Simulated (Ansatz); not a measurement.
# Cu: a changed input and its effect

System: Cu (defect cell, 26 atoms in the cell).
Method of the first run: DFT LDA, scalar-relativistic, plane waves, PAW, no spin polarisation (Ansatz 0.2.0).

The structure derives from a Materials Project entry. Text and figures count atoms from 1; the logs count them from 0 in places.

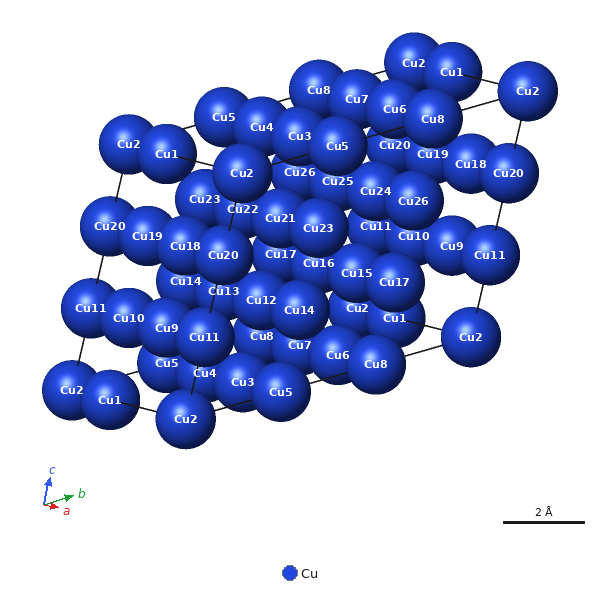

Fig. 1: The starting structure (spheres-only view of the cell of the calculation, seen at an oblique angle; atoms are numbered from 1 in the order of the input).

### Input, the first run
```yaml
crystal:
  lattice:
    - [-5.2773513497, -5.2773513497, 0.0]
    - [0.0, -5.2773513497, 5.2773513497]
    - [-5.2773513497, 0.0, 5.2773513497]
  atoms:
    - { symbol: Cu, position: [0.3333333333, 0.0, 0.0] }
    - { symbol: Cu, position: [0.0, 0.0, 0.0] }
    - { symbol: Cu, position: [0.6666666667, 0.3333333333, 0.0] }
    - { symbol: Cu, position: [0.3333333333, 0.3333333333, 0.0] }
    - { symbol: Cu, position: [0.0, 0.3333333333, 0.0] }
    - { symbol: Cu, position: [0.6666666667, 0.6666666667, 0.0] }
    - { symbol: Cu, position: [0.3333333333, 0.6666666667, 0.0] }
    - { symbol: Cu, position: [0.0, 0.6666666667, 0.0] }
    - { symbol: Cu, position: [0.6666666667, 0.0, 0.3333333333] }
    - { symbol: Cu, position: [0.3333333333, 0.0, 0.3333333333] }
    - { symbol: Cu, position: [0.0, 0.0, 0.3333333333] }
    - { symbol: Cu, position: [0.6666666667, 0.3333333333, 0.3333333333] }
    - { symbol: Cu, position: [0.3333333333, 0.3333333333, 0.3333333333] }
    - { symbol: Cu, position: [0.0, 0.3333333333, 0.3333333333] }
    - { symbol: Cu, position: [0.6666666667, 0.6666666667, 0.3333333333] }
    - { symbol: Cu, position: [0.3333333333, 0.6666666667, 0.3333333333] }
    - { symbol: Cu, position: [1.0, 0.6666666667, 0.3333333333] }
    - { symbol: Cu, position: [0.6666666667, 0.0, 0.6666666667] }
    - { symbol: Cu, position: [0.3333333333, 0.0, 0.6666666667] }
    - { symbol: Cu, position: [0.0, 0.0, 0.6666666667] }
    - { symbol: Cu, position: [0.6666666667, 0.3333333333, 0.6666666667] }
    - { symbol: Cu, position: [0.3333333333, 0.3333333333, 0.6666666667] }
    - { symbol: Cu, position: [1.0, 0.3333333333, 0.6666666667] }
    - { symbol: Cu, position: [0.6666666667, 0.6666666667, 0.6666666667] }
    - { symbol: Cu, position: [0.3333333333, 0.6666666667, 0.6666666667] }
    - { symbol: Cu, position: [0.0, 0.6666666667, 0.6666666667] }
basis:
  ecutwfc: 420
  xc_grid: 2
kpoints:
  mp_grid: { grid: [4, 4, 4], shift: [0.0, 0.0, 0.0] }
hamiltonian:
  xc: lda
scf:
  occupations: { method: gaussian, width: 0.1 }
output:
  forces: true
  stress: false
  eigenvalues: true
relax:
  adjacent_minimum: "off"
  f_tol: 0.025
  max_steps: 45
```

Command:
```bash
ansatz run input.yaml --threads 4 --pin off --max-ram 8192MiB --backend cpu --events-out ev --progress --plain --runs-dir out
```

Hardware: 4 threads of Intel Xeon @ 2.70GHz, 189 GiB of memory available, shared host.

### Output, shortened to warnings, some set-up lines, iterations and results (the first run)
```
Basis set: ecut = 420 eV, 5769 PW (Γ), exchange–correlation on 100×100×100 points (8 copies of the dense FFT grid, shifted against one another)
Symmetry: 48 space group operations
k-points: 8 of 64
Initial density: superposition of atomic densities (neutral atoms: chi_scale 0, normalization atom), corrected by the library's trained network
[...]
SCF iter   1: F=—  HF=-170447.462542 eV  |F-HF|=—  |Δ(HF+E_count)|=         —  Δρ=2.41e-2  dr2=7.75e-1  ethr=1.77e-3  ⟨swp⟩=5.0  Hψ=7762  notcnv=0  defer=179
SCF iter   2: F=—  HF=-170449.113992 eV  |F-HF|=—  |Δ(HF+E_count)|=    1.65e0  Δρ=6.47e-2  dr2=6.43e0  ethr=1.57e-4  ⟨swp⟩=2.5  Hψ=4813  notcnv=0  defer=323
SCF iter   3: F=—  HF=-170447.263963 eV  |F-HF|=—  |Δ(HF+E_count)|=    1.85e0  Δρ=2.30e-3  dr2=8.59e-3  ethr=1.57e-4  ⟨swp⟩=2.1  Hψ=4732  notcnv=0  defer=323
SCF iter   4: F=—  HF=-170447.263179 eV  |F-HF|=—  |Δ(HF+E_count)|=   7.85e-4  Δρ=2.44e-3  dr2=1.04e-2  ethr=1.74e-6  ⟨swp⟩=2.0  Hψ=4109  notcnv=0  defer=323
SCF iter   5: F=—  HF=-170447.260997 eV  |F-HF|=—  |Δ(HF+E_count)|=   2.18e-3  Δρ=2.92e-4  dr2=3.11e-4  ethr=1.74e-6  ⟨swp⟩=2.0  Hψ=3174  notcnv=0  defer=323
[... 24 lines ...]
SCF iter   1: F=—  HF=-170447.304411 eV  |F-HF|=—  |Δ(HF+E_count)|=         —  Δρ=1.12e-5  dr2=3.19e-7  ethr=6.45e-11  ⟨swp⟩=1.0  Hψ=5536  notcnv=0
SCF iter   2: F=—  HF=-170447.304411 eV  |F-HF|=—  |Δ(HF+E_count)|=   1.13e-7  Δρ=1.67e-5  dr2=4.64e-7  ethr=6.45e-11  ⟨swp⟩=2.0  Hψ=4029  notcnv=0
SCF iter   3: F=-170447.304411 eV  HF=-170447.304411 eV  |F-HF|=5.46e-8  |Δ(HF+E_count)|=   1.07e-7  Δρ=4.69e-6  dr2=4.43e-8  ethr=2.02e-11  ⟨swp⟩=2.1  Hψ=7994  notcnv=0
SCF 4 converged in 3 iterations: F = -170447.304411 eV  dr2 = 4.43e-8
relax step   4: F+E_penalty+E_count = -170447.30441052 eV  Δ(F+E_penalty+E_count) = -2.724e-7 eV  max|allowed force component| = 2.001e-3 eV/Å  Δτ_max = 0.0000 Å  (3 SCF …
SCF converged after 3 iterations
Free energy (F): -170447.304411 eV
Harris-Foulkes:  -170447.304411 eV  (|F-HF|=5.46e-8)
Internal energy: -170447.228135 eV  (E = F + TS)
E sigma→0 (E₀):  -170447.266273 eV
Entropy (-TS):   -0.076276 eV (-2.934 meV/atom)
Fermi energy:    17.214658 eV
--- Per-component energies (eV) ---
  E_band       = -9081.099814
  E_kinetic    = 7834.602450
  E_local      = -105169.337070  (includes V_loc(G=0)·N_el)
  E_nonlocal   = 10228.882484
  E_hartree    = 46381.196507
  E_xc         = -2332.386383
  E_vxc        = -3025.202368  (∫ρ·V_xc dr)
  E_paw        = -41402.865004  (= ΣΔE_a)
  E_vpaw       = -11712.484247  (= ΣTr[D̂ρ^β])
  E_aug_tail   = 0.006888  (compensation charges beyond the density's cutoff)
  E_ewald      = -85999.019169
  E_core_change = 11.691162  (= ΣΔE_core)
  E_smearing   = -0.076276  (= −TS)
  E_closure    = 0.000000  (closes the sum)
  Σ components = -170447.304411   (vs F -170447.304411, Δ=0.00e0)
--- Forces (eV/Å), atoms counted from 1 ---
  atom   1  Cu    -0.00192518    -0.00192518     0.00000000
  atom   2  Cu     0.00192518     0.00192518    -0.00000000
  atom   3  Cu     0.00000000     0.00192518    -0.00192518
  atom   4  Cu    -0.00192518     0.00000000    -0.00192518
  atom   5  Cu    -0.00200082     0.00200082     0.00200082
  atom   6  Cu     0.00000000    -0.00192518     0.00192518
  atom   7  Cu     0.00200082    -0.00200082    -0.00200082
  atom   8  Cu     0.00192518     0.00000000     0.00192518
  atom   9  Cu     0.00192518     0.00000000    -0.00192518
  atom  10  Cu    -0.00000000    -0.00192518    -0.00192518
  atom  11  Cu     0.00200082    -0.00200082     0.00200082
  atom  12  Cu    -0.00200082    -0.00200082    -0.00200082
  atom  13  Cu    -0.00000000     0.00000000     0.00164569
  atom  14  Cu     0.00200082     0.00200082    -0.00200082
  atom  15  Cu     0.00192518    -0.00192518     0.00000000
  atom  16  Cu    -0.00000000     0.00164569     0.00000000
  atom  17  Cu    -0.00164569     0.00000000    -0.00000000
  atom  18  Cu    -0.00192518    -0.00000000     0.00192518
  atom  19  Cu    -0.00200082     0.00200082    -0.00200082
  atom  20  Cu     0.00000000     0.00192518     0.00192518
  atom  21  Cu    -0.00192518     0.00192518    -0.00000000
  atom  22  Cu     0.00164569    -0.00000000     0.00000000
  atom  23  Cu     0.00000000    -0.00164569     0.00000000
  atom  24  Cu     0.00200082     0.00200082     0.00200082
  atom  25  Cu    -0.00200082    -0.00200082     0.00200082
  atom  26  Cu     0.00000000     0.00000000    -0.00164569
  max |Σ_I F_I| component: 2.04e-17 eV/Å
--- Relaxed structure (4 steps of the walk, 4 accepted, 0 SCFs on fresh bases) ---
[...]
```

The input of the second run differs as follows (lines with − go, lines with + come):
```diff
-  mp_grid: { grid: [4, 4, 4], shift: [0.0, 0.0, 0.0] }
+  mp_grid: { grid: [3, 3, 3], shift: [0.0, 0.0, 0.0] }
+  n_extra_bands: 16
-  stress: false
```

Predict how the results change.

The free energy of the second run is 22.1 meV per atom lower, which comes mainly from the change of mesh; a solver setting shouldn't move a converged energy. The SCF takes 22 iterations over all geometry steps against 26. The irreducible k-points go from 8 to 4. On the same kind of shared host the second run took about 0.48 times as long.

### Output, shortened to warnings, some set-up lines, iterations and results (the second run)
```
Basis set: ecut = 420 eV, 5769 PW (Γ), exchange–correlation on 100×100×100 points (8 copies of the dense FFT grid, shifted against one another)
Symmetry: 48 space group operations
k-points: 4 of 27
Initial density: superposition of atomic densities (neutral atoms: chi_scale 0, normalization atom), corrected by the library's trained network
[...]
SCF iter   1: F=—  HF=-170448.004917 eV  |F-HF|=—  |Δ(HF+E_count)|=         —  Δρ=2.15e-2  dr2=5.93e-1  ethr=1.77e-3  ⟨swp⟩=4.2  Hψ=3023  notcnv=0  defer=3
SCF iter   2: F=—  HF=-170449.732225 eV  |F-HF|=—  |Δ(HF+E_count)|=    1.73e0  Δρ=6.46e-2  dr2=6.52e0  ethr=1.20e-4  ⟨swp⟩=2.5  Hψ=2450  notcnv=0  defer=23
SCF iter   3: F=—  HF=-170447.847372 eV  |F-HF|=—  |Δ(HF+E_count)|=    1.88e0  Δρ=2.71e-3  dr2=1.50e-2  ethr=1.20e-4  ⟨swp⟩=2.8  Hψ=2250  notcnv=0  defer=26
SCF iter   4: F=—  HF=-170447.846632 eV  |F-HF|=—  |Δ(HF+E_count)|=   7.40e-4  Δρ=3.32e-3  dr2=2.11e-2  ethr=3.04e-6  ⟨swp⟩=2.0  Hψ=1734  notcnv=0  defer=26
SCF iter   5: F=—  HF=-170447.843359 eV  |F-HF|=—  |Δ(HF+E_count)|=   3.27e-3  Δρ=8.75e-4  dr2=1.49e-3  ethr=3.04e-6  ⟨swp⟩=2.0  Hψ=1581  notcnv=0  defer=26
[... 20 lines ...]
SCF iter   1: F=—  HF=-170447.877850 eV  |F-HF|=—  |Δ(HF+E_count)|=         —  Δρ=9.97e-6  dr2=2.23e-7  ethr=4.52e-11  ⟨swp⟩=1.0  Hψ=2672  notcnv=0
SCF iter   2: F=—  HF=-170447.877851 eV  |F-HF|=—  |Δ(HF+E_count)|=   2.09e-7  Δρ=2.62e-5  dr2=1.28e-6  ethr=4.51e-11  ⟨swp⟩=2.2  Hψ=2016  notcnv=0  recentre
SCF iter   3: F=-170447.877850 eV  HF=-170447.877850 eV  |F-HF|=1.97e-8  |Δ(HF+E_count)|=   2.22e-7  Δρ=3.04e-6  dr2=1.84e-8  ethr=2.02e-11  ⟨swp⟩=2.2  Hψ=4142  notcnv=0
SCF 4 converged in 3 iterations: F = -170447.877850 eV  dr2 = 1.84e-8
relax step   4: F+E_penalty+E_count = -170447.87785030 eV  Δ(F+E_penalty+E_count) = -1.921e-7 eV  max|allowed force component| = 2.120e-3 eV/Å  Δτ_max = 0.0000 Å  (3 SCF …
SCF converged after 3 iterations
Free energy (F): -170447.877850 eV
Harris-Foulkes:  -170447.877850 eV  (|F-HF|=1.97e-8)
Internal energy: -170447.850598 eV  (E = F + TS)
E sigma→0 (E₀):  -170447.864224 eV
Entropy (-TS):   -0.027252 eV (-1.048 meV/atom)
Fermi energy:    17.272041 eV
--- Per-component energies (eV) ---
  E_band       = -9069.961207
  E_kinetic    = 7836.936149
  E_local      = -105230.812173  (includes V_loc(G=0)·N_el)
  E_nonlocal   = 10234.665504
  E_hartree    = 46418.444596
  E_xc         = -2332.233860
  E_vxc        = -3025.006843  (∫ρ·V_xc dr)
  E_paw        = -41408.373437  (= ΣΔE_a)
  E_vpaw       = -11722.630146  (= ΣTr[D̂ρ^β])
  E_aug_tail   = 0.006906  (compensation charges beyond the density's cutoff)
  E_ewald      = -85978.175445
  E_core_change = 11.691162  (= ΣΔE_core)
  E_smearing   = -0.027252  (= −TS)
  E_closure    = -0.000000  (closes the sum)
  Σ components = -170447.877850   (vs F -170447.877850, Δ=0.00e0)
--- Forces (eV/Å), atoms counted from 1 ---
  atom   1  Cu    -0.00211952    -0.00211952     0.00000000
  atom   2  Cu     0.00211952     0.00211952    -0.00000000
  atom   3  Cu    -0.00000000     0.00211952    -0.00211952
  atom   4  Cu    -0.00211952    -0.00000000    -0.00211952
  atom   5  Cu    -0.00112889     0.00112889     0.00112889
  atom   6  Cu     0.00000000    -0.00211952     0.00211952
  atom   7  Cu     0.00112889    -0.00112889    -0.00112889
  atom   8  Cu     0.00211952     0.00000000     0.00211952
  atom   9  Cu     0.00211952     0.00000000    -0.00211952
  atom  10  Cu     0.00000000    -0.00211952    -0.00211952
  atom  11  Cu     0.00112889    -0.00112889     0.00112889
  atom  12  Cu    -0.00112889    -0.00112889    -0.00112889
  atom  13  Cu    -0.00000000     0.00000000     0.00032374
  atom  14  Cu     0.00112889     0.00112889    -0.00112889
  atom  15  Cu     0.00211952    -0.00211952     0.00000000
  atom  16  Cu     0.00000000     0.00032374    -0.00000000
  atom  17  Cu    -0.00032374     0.00000000     0.00000000
  atom  18  Cu    -0.00211952    -0.00000000     0.00211952
  atom  19  Cu    -0.00112889     0.00112889    -0.00112889
  atom  20  Cu    -0.00000000     0.00211952     0.00211952
  atom  21  Cu    -0.00211952     0.00211952     0.00000000
  atom  22  Cu     0.00032374    -0.00000000     0.00000000
  atom  23  Cu    -0.00000000    -0.00032374     0.00000000
  atom  24  Cu     0.00112889     0.00112889     0.00112889
  atom  25  Cu    -0.00112889    -0.00112889     0.00112889
  atom  26  Cu    -0.00000000     0.00000000    -0.00032374
  max |Σ_I F_I| component: 2.96e-18 eV/Å
--- Relaxed structure (4 steps of the walk, 4 accepted, 0 SCFs on fresh bases) ---
[...]
```

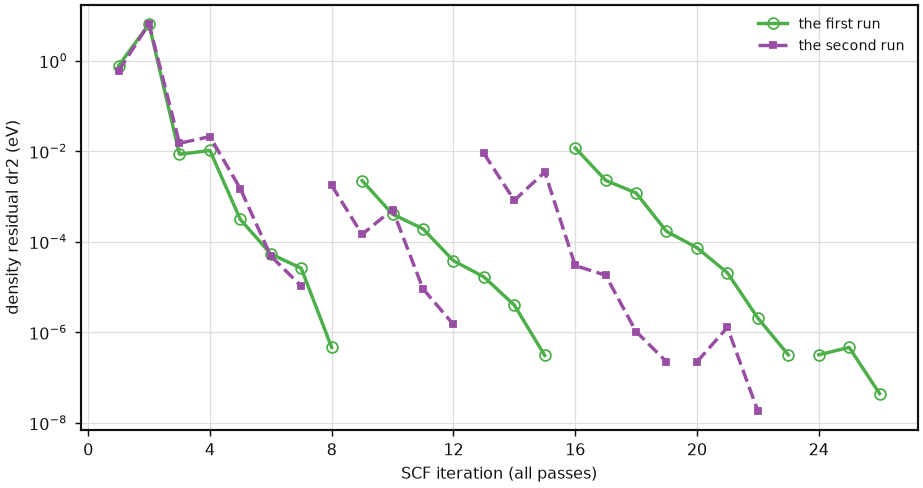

Fig. 2: Convergence of the two runs: density residual dr2 against the SCF iteration. A break in a curve parts two SCF passes. The first run takes 26 iterations in all, and the second run takes 22.

### The two runs side by side

| quantity | the first run | the second run |
| --- | --- | --- |
| outcome | converged | converged |
| free energy per atom (eV) | −6555.6656 | −6555.6876 |
| energy per atom, smearing taken to zero (eV) | −6555.6641 | −6555.6871 |
| gap on the mesh (eV) | 0.00 | 0.00 |
| largest force (eV/Å) | 0.003 | 0.003 |
| SCF iterations | 26 | 22 |
| irreducible k-points | 8 | 4 |
| wall time (shared host) | 75 s | 36 s |

For the second run: These settings are looser than, or depart from, a standard set-up, so the numbers are not reference values for this system.
